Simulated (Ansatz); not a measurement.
Ta: several calculations on one system

**1. Relaxation**

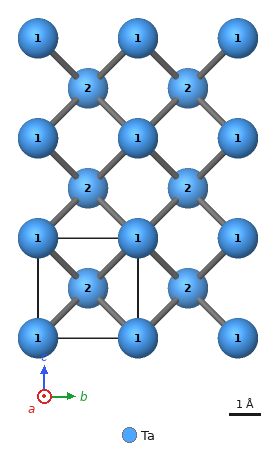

Starting structure of crystalline Ta (set up in I4/mmm). A ball-and-stick model of the cell of the calculation, repeated 1 × 2 × 3 with one cell outlined, seen along the a axis.

Case: uniaxial strain along a of +6.0 %; b, c and atoms relaxed.

Level of theory: DFT PBE, scalar-relativistic, plane waves, PAW (Ansatz 0.2.0).

Input
```yaml
crystal:
  lattice:
    - [3.5182061346, 0.0, 0.0]
    - [0.0, 3.2692764553, 0.0]
    - [0.0, 0.0, 3.2692764553]
  atoms:
    - { symbol: Ta, position: [0.0, 0.0, 0.0] }
    - { symbol: Ta, position: [0.5, 0.5, 0.5] }
basis:
  ecutwfc: 420
kpoints:
  mp_grid: { grid: [16, 16, 16] }
hamiltonian:
  xc: pbe
scf:
  occupations: { method: gaussian, width: 0.1 }
output:
  forces: true
  stress: true
  eigenvalues: true
relax:
  adjacent_minimum: "off"
  f_tol: 0.008
  max_steps: 40
  cell: { stress_tol: 0.015, fix: [a, angles] }
```

Command:
```bash
ansatz run input.yaml --threads 1 --pin off --max-ram 2560MiB --backend cpu --events-out ev --progress --plain --runs-dir out
```

Q: What does the optimiser find from here?

A: No atom moves by more than 0.005 Å relative to the cell. Cell: a unchanged at 3.518 Å, b = c 3.269 → 3.250 Å (−0.6 %). Volume −1.2 %. Some distances before and after: Ta1–Ta1 3.269 → 3.250 Å, Ta1–Ta2 2.905 → 2.894 Å. The space group stays I4/mmm (No. 139). The energy falls by 1.7 meV per atom in 2 accepted moves (4 points after the start). All forces vanish by symmetry, so only the cell relaxes. Pressure: −4.67 GPa at the start and −2.45 GPa at the end. The line search rejected the trial step at point 1 of the run. At 1 point the geometry stayed and the basis and grid were re-selected for the new cell (energy shift of 0.1 meV per atom at most each time). Cost: 32 s on 1 thread of Intel(R) Xeon(R) 6975P-C (Granite Rapids), with other jobs on the host, peak memory 0.57 GiB.

**2. Relaxation**

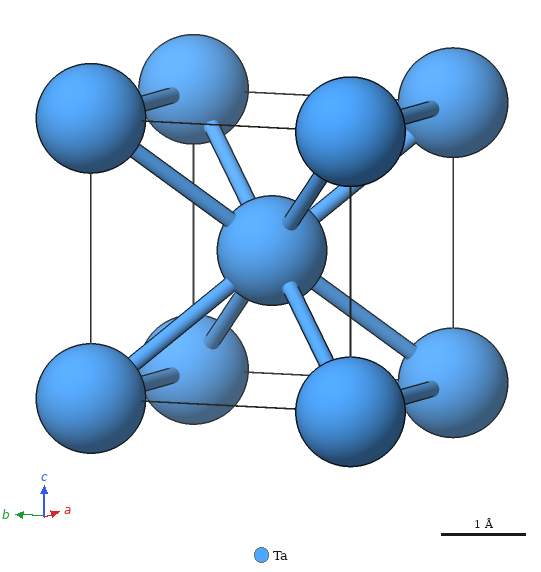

Crystalline Ta (set up in I4/mmm), before the relaxation. The picture is a ball-and-stick view of the cell of the calculation, seen from a free direction.

Case: uniaxial strain along a of -6.0 %; b, c and atoms relaxed.

Theory: Ansatz, DFT PBE, scalar-relativistic, plane waves, PAW.

Input file:
```yaml
crystal:
  lattice:
    - [3.1199186477, 0.0, 0.0]
    - [0.0, 3.368848327, 0.0]
    - [0.0, 0.0, 3.368848327]
  atoms:
    - { symbol: Ta, position: [0.0, 0.0, 0.0] }
    - { symbol: Ta, position: [0.5, 0.5, 0.5] }
basis:
  ecutwfc: 420
kpoints:
  mp_grid: { grid: [16, 16, 16] }
hamiltonian:
  xc: pbe
scf:
  occupations: { method: gaussian, width: 0.1 }
output:
  forces: true
  stress: true
  eigenvalues: true
relax:
  adjacent_minimum: "off"
  f_tol: 0.008
  max_steps: 40
  cell: { stress_tol: 0.015, fix: [a, angles] }
```

Command:
```bash
ansatz run input.yaml --threads 1 --pin off --max-ram 2560MiB --backend cpu --events-out ev --progress --plain --runs-dir out
```

### Where does the relaxation end?

The energy falls by 6.0 meV per atom in 3 accepted moves (5 points after the start). All forces vanish by symmetry, so only the cell relaxes. Pressure: 7.19 GPa at the start and 2.40 GPa at the end. The line search rejected the trial step at point 1 of the run. At 1 point the geometry stayed and the basis and grid were re-selected for the new cell (energy shift of 0.2 meV per atom at most each time). The atoms keep their places relative to the cell (all moves are under 0.005 Å). The volume changes by +2.4 %, with a unchanged at 3.120 Å, b = c 3.369 → 3.408 Å (+1.2 %). Near-neighbour distances that change, for instance: Ta1–Ta1 3.369 → 3.408 Å, Ta1–Ta2 2.847 → 2.871 Å. The space group stays I4/mmm (No. 139).

History of the run:

| step | E − E(0), meV/atom | pressure, GPa | volume, Å³/atom | note |
| --- | --- | --- | --- | --- |
| 0 | 0.00 | 7.19 | 17.704 |  |
| 1 | 22.38 | -6.83 | 19.095 | rejected |
| 2 | -5.69 | 1.84 | 18.172 |  |
| 3 | -5.79 | 2.37 | 18.122 |  |
| 4 | -5.79 | 2.39 | 18.121 |  |
| 5 | -5.96 | 2.40 | 18.121 | same geometry, new basis |

After the run, drawn alike:

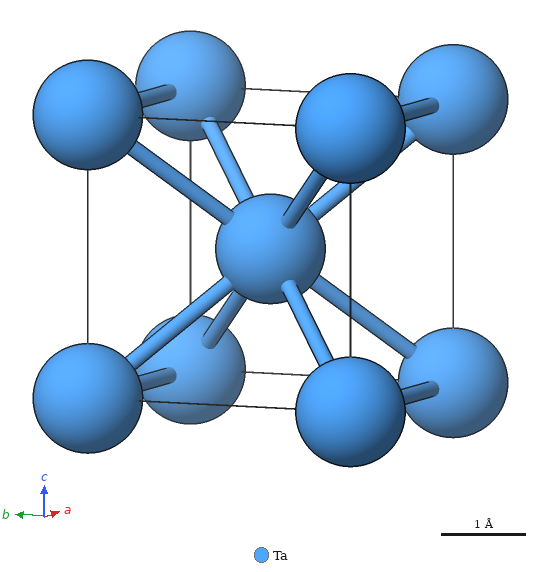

**3. Series**

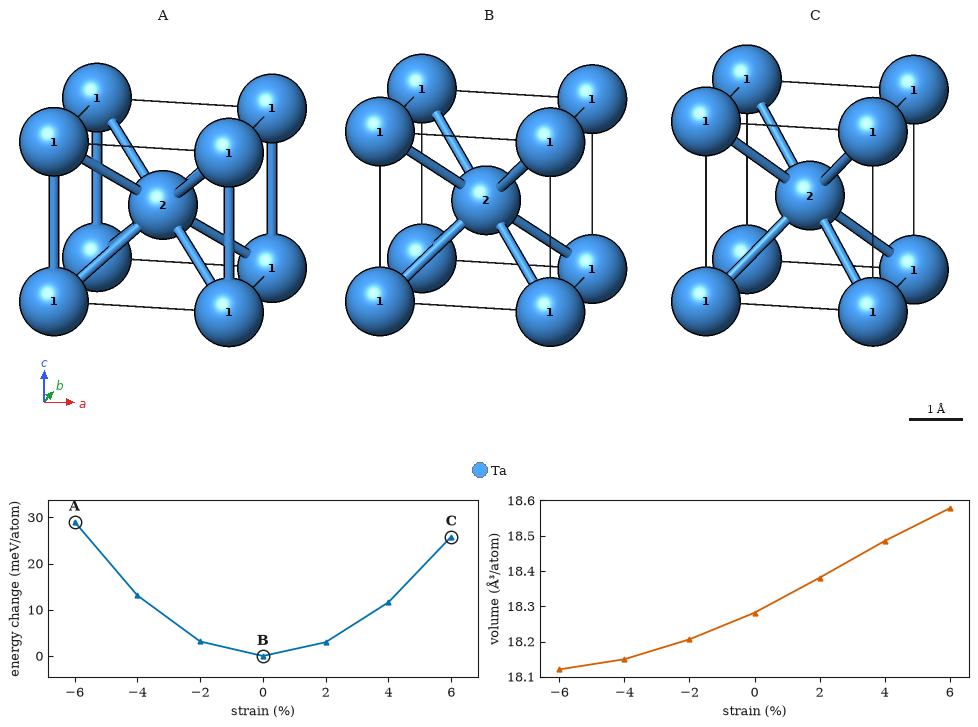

Members of a series of calculations on a crystal of Ta (set up in Im-3m), marked on the first curve. The picture is a ball-and-stick view of the cell of the calculation, reduced to other axes, seen slightly off an axis. Lengths and directions refer to the drawn axes.

These are results of DFT PBE, scalar-relativistic, plane waves, PAW (Ansatz), not measurements. Set-up: plane-wave cutoff 420 eV; k-point mesh 16 × 16 × 16; occupations gaussian; smearing width 0.1 eV; no spin polarisation.

Which kind of strain is it, and how does the structure respond?

Uniaxial strain along a; b, c and atoms relaxed. A (strain −6.0 %): energy change 29.1 meV/atom, volume 18.12 Å³ per atom. B (strain 0.0 %): energy change 0.0 meV/atom, volume 18.28 Å³ per atom. C (strain 6.0 %): energy change 25.8 meV/atom, volume 18.58 Å³ per atom. The rest compares A with C. The volume changes by +2.5 %, with a = b 3.408 → 3.250 Å (−4.6 %), c 3.120 → 3.518 Å (+12.8 %). Among the bonded contacts that change: Ta–Ta 3.120 → 3.518 Å, Ta–Ta 2.871 → 2.894 Å.
